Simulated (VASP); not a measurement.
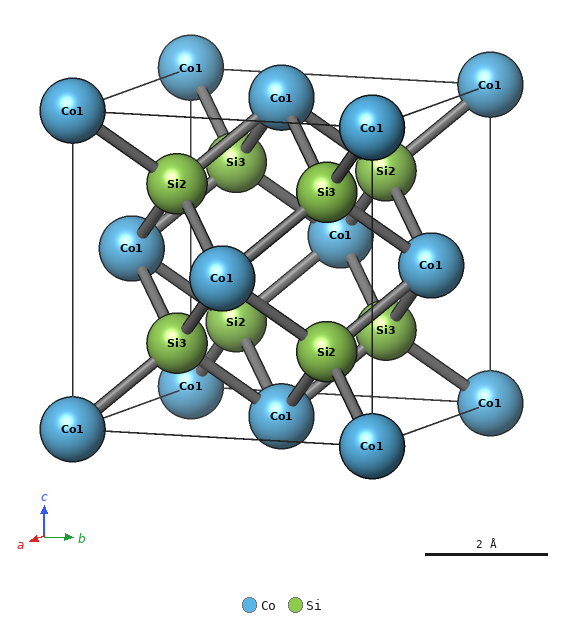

*The input geometry (ball-and-stick view of the cell 4 times as large as that of the calculation, set on its symmetry axes, seen slightly off an axis; atoms are numbered from 1 in the order of the input).*

Near neighbours in the crystal (not all of them lie inside the picture): Co has 8 Si at 2.30 Å; Si has 4 Co at 2.30 Å.

Run report: CoSi₂, potential calculation

System: CoSi₂ (Fm-3m, 3 atoms in the cell).
Method: Kohn-Sham DFT of a periodic cell, PBEsol, VASP PAW PBE potentials, recommended, no spin polarisation (VASP 6.6.1).

The structure was built on a prototype by a generator; it need not be a known phase.

**OSZICAR**
```
N       E                     dE             d eps       ncg     rms          rms(c)
DAV:   1     0.706567002548E+02    0.70657E+02   -0.71204E+03  2528   0.136E+03
DAV:   2    -0.181004326162E+02   -0.88757E+02   -0.82647E+02  2516   0.256E+02
DAV:   3    -0.225034209223E+02   -0.44030E+01   -0.42240E+01  3188   0.659E+01
DAV:   4    -0.226089618795E+02   -0.10554E+00   -0.10532E+00  2988   0.973E+00
DAV:   5    -0.226120747505E+02   -0.31129E-02   -0.31123E-02  3288   0.176E+00    0.154E+01
DAV:   6    -0.262078521070E+02   -0.35958E+01   -0.43556E+01  3144   0.143E+02    0.178E+01
DAV:   7    -0.210084585574E+02    0.51994E+01   -0.18200E+01  3276   0.111E+02    0.368E+00
DAV:   8    -0.210210248234E+02   -0.12566E-01   -0.11162E+00  2976   0.890E+00    0.188E+00
DAV:   9    -0.209824032658E+02    0.38622E-01   -0.10852E-01  3256   0.695E+00    0.443E-01
DAV:  10    -0.209817795146E+02    0.62375E-03   -0.62031E-03  3124   0.851E-01    0.653E-02
DAV:  11    -0.209817480063E+02    0.31508E-04   -0.29136E-04  3800   0.263E-01    0.447E-02
DAV:  12    -0.209817548279E+02   -0.68217E-05   -0.17457E-05  2820   0.477E-02    0.225E-02
DAV:  13    -0.209817542461E+02    0.58183E-06   -0.24922E-06  3308   0.141E-02    0.447E-03
DAV:  14    -0.209817542429E+02    0.31303E-08   -0.49591E-07  3008   0.905E-03
   1 F= -.20981754E+02 E0= -.20981493E+02  d E =-.783434E-03
```

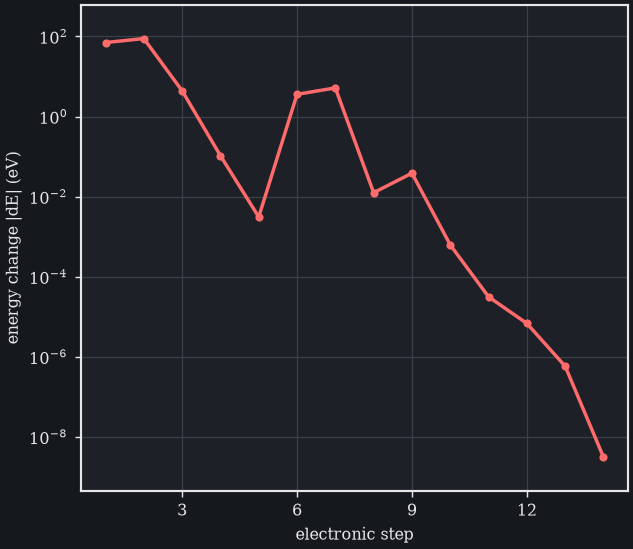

*Convergence of the self-consistent field: energy change |dE| against the electronic step.*

It takes 14 electronic steps. The density is held fixed in the first few steps, and dE rises again when its update begins.

**Parts of OUTCAR**
```
SYSTEM = CoSi2
   PREC = Accurate
   ENCUT = 520
   EDIFF = 1E-7
   ISMEAR = 1
   LREAL = .FALSE.
   LASPH = .TRUE.
   NELM = 150
   ISIF = 2
   GGA = PS

 ion  position               nearest neighbor table
   1  0.000  0.000  0.000-   3 2.30   3 2.30   3 2.30   2 2.30   3 2.30   2 2.30   2 2.30   2 2.30

   2  0.250  0.250  0.250-   1 2.30   1 2.30   1 2.30   1 2.30   3 2.66   3 2.66   3 2.66   3 2.66
                             3 2.66   3 2.66
   3  0.750  0.750  0.750-   1 2.30   1 2.30   1 2.30   1 2.30   2 2.66   2 2.66   2 2.66   2 2.66
                             2 2.66   2 2.66

  LATTYP: Found a face centered cubic cell.
 ALAT       =     5.3130758760

  Lattice vectors:

 A1 = (   0.0000000000,   2.6565379380,   2.6565379380)
 A2 = (   2.6565379380,   0.0000000000,   2.6565379380)
 A3 = (   2.6565379380,   2.6565379380,   0.0000000000)

Analysis of symmetry for initial positions (statically):
=====================================================================
 Subroutine PRICEL returns:
 Original cell was already a primitive cell.

 Routine SETGRP: Setting up the symmetry group for a
 face centered cubic supercell.

 Subroutine GETGRP returns: Found 48 space group operations
 (whereof 48 operations were pure point group operations)
 out of a pool of 48 trial point group operations.

The static configuration has the point symmetry O_h .

Analysis of symmetry for dynamics (positions and initial velocities):
=====================================================================
 Subroutine PRICEL returns:
 Original cell was already a primitive cell.

 Routine SETGRP: Setting up the symmetry group for a
 face centered cubic supercell.

 Subroutine GETGRP returns: Found 48 space group operations
 (whereof 48 operations were pure point group operations)
 out of a pool of 48 trial point group operations.

The dynamic configuration has the point symmetry O_h .

 Subroutine INISYM returns: Found 48 space group operations
 (whereof 48 operations are pure point group operations),
 and found     1 'primitive' translations

----------------------------------------------------------------------------------------

                                     Primitive cell

  volume of cell :      37.4954

  direct lattice vectors                    reciprocal lattice vectors
     0.000000000  2.656537938  2.656537938    -0.188214892  0.188214892  0.188214892
     2.656537938  0.000000000  2.656537938     0.188214892 -0.188214892  0.188214892
     2.656537938  2.656537938  0.000000000     0.188214892  0.188214892 -0.188214892

  length of vectors
     3.756911981  3.756911981  3.756911981     0.325997755  0.325997755  0.325997755

  position of ions in fractional coordinates (direct lattice)
     0.000000000  0.000000000  0.000000000
     0.250000000  0.250000000  0.250000000
     0.750000000  0.750000000  0.750000000

  ion indices of the primitive-cell ions
   primitive index   ion index
                 1           1
                 2           2
                 3           3

----------------------------------------------------------------------------------------

 KPOINTS: regular mesh

Automatic generation of k-mesh.
 Grid dimensions read from file:
 generate k-points for:   14   14   14

 Generating k-lattice:

  Cartesian coordinates                     Fractional coordinates (reciprocal lattice)
    -0.013443921  0.013443921  0.013443921     0.071428571  0.000000000  0.000000000
     0.013443921 -0.013443921  0.013443921     0.000000000  0.071428571  0.000000000
     0.013443921  0.013443921 -0.013443921     0.000000000  0.000000000  0.071428571

  Length of vectors
     0.023285554  0.023285554  0.023285554

  Shift w.r.t. Gamma in fractional coordinates (k-lattice)
     0.000000000  0.000000000  0.000000000

 Subroutine IBZKPT returns following result:
 ===========================================

 Found    104 irreducible k-points:

 Following reciprocal coordinates:
            Coordinates               Weight
  0.000000  0.000000  0.000000      1.000000
  0.071429  0.000000  0.000000      8.000000
  0.142857  0.000000  0.000000      8.000000
  0.214286  0.000000  0.000000      8.000000
  0.285714  0.000000  0.000000      8.000000
  0.357143  0.000000  0.000000      8.000000
  0.428571  0.000000  0.000000      8.000000
  0.500000  0.000000  0.000000      4.000000
  0.071429  0.071429  0.000000      6.000000
  0.142857  0.071429  0.000000     24.000000
  0.214286  0.071429  0.000000     24.000000
  0.285714  0.071429  0.000000     24.000000
  0.357143  0.071429  0.000000     24.000000
  0.428571  0.071429  0.000000     24.000000
  0.500000  0.071429  0.000000     24.000000
 -0.428571  0.071429  0.000000     24.000000
 -0.357143  0.071429  0.000000     24.000000
 -0.285714  0.071429  0.000000     24.000000
 -0.214286  0.071429  0.000000     24.000000
 -0.142857  0.071429  0.000000     24.000000
 -0.071429  0.071429  0.000000     12.000000
  0.142857  0.142857  0.000000      6.000000
  0.214286  0.142857  0.000000     24.000000
  0.285714  0.142857  0.000000     24.000000
 [... further k-points ...]
   k-points           NKPTS =    104   k-points in BZ     NKDIM =    104   number of bands    NBANDS=     12
   number of dos      NEDOS =    301   number of ions     NIONS =      3
   total plane-waves  NPLWV =  21952
   dimension x,y,z NGX =    28 NGY =   28 NGZ =   28
   dimension x,y,z NGXF=    56 NGYF=   56 NGZF=   56
   ions per type =               1   2
   NGX,Y,Z   is equivalent  to a cutoff of  12.39, 12.39, 12.39 a.u.
   NGXF,Y,Z  is equivalent  to a cutoff of  24.78, 24.78, 24.78 a.u.
 SYSTEM =  CoSi2
   PREC   = accura    normal or accurate (medium, high low for compatibility)
   ISTART =      0    job   : 0-new  1-cont  2-samecut
   ICHARG =      2    charge: 1-file 2-atom 10-const
   ISPIN  =      1    spin polarized calculation?
   LNONCOLLINEAR =      F non collinear calculations
   LSORBIT =      F    spin-orbit coupling
   LASPH  =      T    aspherical Exc in radial PAW
   ENCUT  =  520.0 eV  38.22 Ry    6.18 a.u.   6.99  6.99  6.99*2*pi/ulx,y,z
   NELM   =    150;   NELMIN=  2; NELMDL= -5     # of ELM steps
   EDIFF  = 0.1E-06   stopping-criterion for ELM
   LREAL  =      F    real-space projection
   EDIFFG = 0.1E-05   stopping-criterion for IOM
   NSW    =      0    number of steps for IOM
   IBRION =     -1    ionic relax: 0-MD 1-quasi-New 2-CG
   NFREE  =      0    steps in history (QN), initial steepest desc. (CG)
   ISIF   =      2    stress and relaxation
   ISYM   =      2    0-nonsym 1-usesym 2-fastsym
   POTIM  = 0.5000    time-step for ionic-motion
   TEBEG  =    0.0;   TEEND  =   0.0 temperature during run
   PSTRESS=    0.0 pullay stress
   NELECT =      17.0000    total number of electrons
   NUPDOWN=      -1.0000    fix difference up-down
   EMIN   =  10.00;   EMAX   =-10.00  energy-range for DOS
   EFERMI =   0.00;   METHOD = LEGACY
   ISMEAR =     1;   SIGMA  =   0.10  broadening in eV -4-tet -1-fermi 0-gaus
   EFERMI_NEDOS =   21; number of points for ismear=-14 and -15
   IALGO  =     38    algorithm
   IMIX   =      4    mixing-type and parameters
     AMIX     =   0.40;   BMIX     =  1.00
     AMIX_MAG =   1.60;   BMIX_MAG =  1.00
  volume/ion in A,a.u.               =      12.50        84.34
  Fermi-wavevector in a.u.,A,eV,Ry     =   1.257665  2.376643 21.520638  1.581722
  Thomas-Fermi vector in A             =   2.391313
   LORBIT       =      0    0 simple, 1 ext, 2 COOP (PROOUT), +10 PAW based schemes
   GGA     = PS    functional components
   LHFCALC =     F    Hartree Fock is set to
   AEXX    =    0.0000 exact exchange contribution
   IVDW    =     0    specifies the selected vdW correction
   LEPSILON=     F    determine dielectric tensor
   LRPA    =     F    only Hartree local field effects (RPA)
 non-spin polarized calculation
 Methfessel and Paxton  Order N= 1 SIGMA  =   0.10
  energy-cutoff  :      520.00
  volume of cell :       37.50
 maximum number of plane-waves:      1026
   NGX = 13   NGY = 13   NGZ = 13

 number of electron      17.0000005 magnetization

 Free energy of the ion-electron system (eV)
  ---------------------------------------------------
  ext. energy  EPLUGINS =         0.00000000
  ---------------------------------------------------
  free energy    TOTEN  =       -20.98175424 eV

  energy without entropy =      -20.98097081  energy(sigma->0) =      -20.98149310

 E-fermi :  10.3535     XC(G=0): -11.9663     alpha+bet :-17.9231

 val. band max:       10.3521255031   @ k =   0.3571   0.0714   0.0000
 cond. band min:      10.3690929747   @ k =  -0.2857   0.0714   0.0000
 fundamental gap:      0.0169674716
 Fermi energy:        10.3534910615

 k-point     1 :       0.0000    0.0000    0.0000
  band No.  band energies     occupation
      1      -2.9822      2.00000
      2       6.1343      2.00000
      3       6.1343      2.00000
      4       6.1343      2.00000
      5       8.3392      2.00000
      6       8.3392      2.00000
      7      11.3559     -0.00000
      8      13.7585      0.00000
      9      13.7585      0.00000
     10      13.8499      0.00000
     11      13.8499      0.00000
     12      13.8499      0.00000

 k-point     2 :       0.0714    0.0000    0.0000
  band No.  band energies     occupation
      1      -2.9032      2.00000
      2       5.9478      2.00000
      3       6.1626      2.00000
      4       6.1626      2.00000
      5       8.3145      2.00000
      6       8.3145      2.00000
      7      11.3979     -0.00000
      8      12.5455      0.00000
      9      13.1488      0.00000
     10      13.1488      0.00000
     11      14.4954      0.00000
     12      14.4954      0.00000

 k-point     3 :       0.1429    0.0000    0.0000
  band No.  band energies     occupation
      1      -2.6671      2.00000
      2       5.4329      2.00000
      3       6.2422      2.00000
      4       6.2422      2.00000
      5       8.2553      2.00000
      6       8.2553      2.00000
      7      10.8394     -0.00000
      8      12.2110     -0.00000
      9      12.5163      0.00000
     10      12.5163      0.00000
     11      14.8596      0.00000
     12      14.8596      0.00000

 k-point     4 :       0.2143    0.0000    0.0000
  band No.  band energies     occupation
      1      -2.2774      2.00000
      2       4.6736      2.00000
      3       6.3561      2.00000
      4       6.3561      2.00000
      5       8.2016      2.00000
      6       8.2016      2.00000
      7       9.8530      2.00000
      8      11.8714     -0.00000
      9      11.8714     -0.00000
     10      12.5785      0.00000
     11      14.5074      0.00000
     12      14.5074      0.00000

 k-point     5 :       0.2857    0.0000    0.0000
  band No.  band energies     occupation
      1      -1.7403      2.00000
      2       3.7486      2.00000
      3       6.4747      2.00000
      4       6.4747      2.00000
      5       8.2068      2.00000
      6       8.2068      2.00000
      7       9.0529      2.00000
      8      11.2169     -0.00000
      9      11.2169     -0.00000
     10      12.9170      0.00000
     11      14.1809      0.00000
     12      14.1809      0.00000

 [... the levels of 18 k-points are left out ...]

 k-point    24 :       0.2857    0.1429    0.0000
  band No.  band energies     occupation
      1      -1.8392      2.00000
      2       4.4043      2.00000
      3       6.2792      2.00000
      4       6.3502      2.00000
      5       7.4979      2.00000
      6       8.5243      2.00000
      7       9.3940      2.00000
      8      10.4284      0.04849
      9      11.0989     -0.00000
     10      12.3751      0.00000
     11      14.4877      0.00000
     12      15.3358      0.00000

 [... further k-points ...]

------------------------ aborting loop because EDIFF is reached ----------------------------------------

  FORCE on cell =-STRESS in cart. coord.  units (eV):
  Direction    XX          YY          ZZ          XY          YZ          ZX
  --------------------------------------------------------------------------------------
  -------------------------------------------------------------------------------------
  Total       -0.0044055     -0.0044055     -0.0044055      0.0000000      0.0000000     -0.0000000
  in kB       -0.1882449     -0.1882449     -0.1882449      0.0000000      0.0000000     -0.0000000
  external PRESSURE =      -0.1882449 kB  Pullay stress =       0.0000000 kB

 VOLUME and BASIS-vectors are now :
 -----------------------------------------------------------------------------
  energy-cutoff  :      520.00
  volume of cell :       37.50
      direct lattice vectors                 reciprocal lattice vectors
     0.000000000  2.656537938  2.656537938    -0.188214892  0.188214892  0.188214892
     2.656537938  0.000000000  2.656537938     0.188214892 -0.188214892  0.188214892
     2.656537938  2.656537938  0.000000000     0.188214892  0.188214892 -0.188214892

 POSITION                                       TOTAL-FORCE (eV/Angst)
 -----------------------------------------------------------------------------------
      0.00000      0.00000      0.00000        -0.000000      0.000000     -0.000000
      1.32827      1.32827      1.32827         0.000000     -0.000000      0.000000
      3.98481      3.98481      3.98481        -0.000000     -0.000000      0.000000
 -----------------------------------------------------------------------------------
    total drift:                               -0.000000     -0.000000      0.000000

  FREE ENERGIE OF THE ION-ELECTRON SYSTEM (eV)
  ---------------------------------------------------
  free  energy   TOTEN  =       -20.9817542429 eV

  energy  without entropy=      -20.9809708085  energy(sigma->0) =      -20.98149310
```

**CONTCAR**
```
CoSi2
   1.00000000000000
     0.0000000000000000    2.6565379380000000    2.6565379380000000
     2.6565379380000000    0.0000000000000000    2.6565379380000000
     2.6565379380000000    2.6565379380000000    0.0000000000000000
  Co              Si
     1     2
Direct
     0.0000000000000000    0.0000000000000000    0.0000000000000000
     0.2500000000000000    0.2500000000000000    0.2500000000000000
     0.7500000000000000    0.7500000000000000    0.7500000000000000

  0.00000000E+00  0.00000000E+00  0.00000000E+00
  0.00000000E+00  0.00000000E+00  0.00000000E+00
  0.00000000E+00  0.00000000E+00  0.00000000E+00
```

The run was set up as follows.

**INCAR**
```
SYSTEM = CoSi2
PREC = Accurate ; ENCUT = 520
EDIFF = 1E-7 ; ISMEAR = 1
SIGMA = 0.1 ; LREAL = .FALSE.
LASPH = .TRUE. ; NELM = 150
ALGO = Normal ; ISIF = 2
LWAVE = .FALSE. ; LCHARG = .TRUE.
GGA = PS ; LVHAR = .TRUE.
```

**KPOINTS**
```
regular mesh
0
G
  14 14 14
  0 0 0
```

**POSCAR**
```
CoSi2                                   
1.0
   -0.0000000000      2.6565379380      2.6565379380
    2.6565379380     -0.0000000000      2.6565379380
    2.6565379380      2.6565379380      0.0000000000
  Co              Si            
     1     2
Direct
     0.0000000000000000    0.0000000000000000    0.0000000000000000
     0.2500000000000000    0.2500000000000000    0.2500000000000000
     0.7500000000000000    0.7500000000000000    0.7500000000000000
```

Command:
```bash
cat potpaw_PBE.64/Co/POTCAR potpaw_PBE.64/Si/POTCAR > POTCAR
mpirun -np 1 vasp_std > vasp.out
```

**Summary**

| quantity | value |
| --- | --- |
| outcome | converged |
| space group (tolerance 0.01 Å) | Fm-3m (225) |
| electrons treated | 17 |
| free energy | −20.9818 eV |
| Fermi energy of the self-consistent step | 10.353 eV |
| gap on the k-point mesh | none (metallic) |
| pressure | −0.02 GPa |
| largest force (length of the vector) | under 0.001 eV/Å |
| hardware | 1 thread of Intel Xeon (Granite Rapids), 64 GiB of memory available, shared host |
| wall time | 20 s |
| peak memory | 0.18 GiB |

**Remarks**

The run has no spin polarisation, so a magnetic state may lie lower.
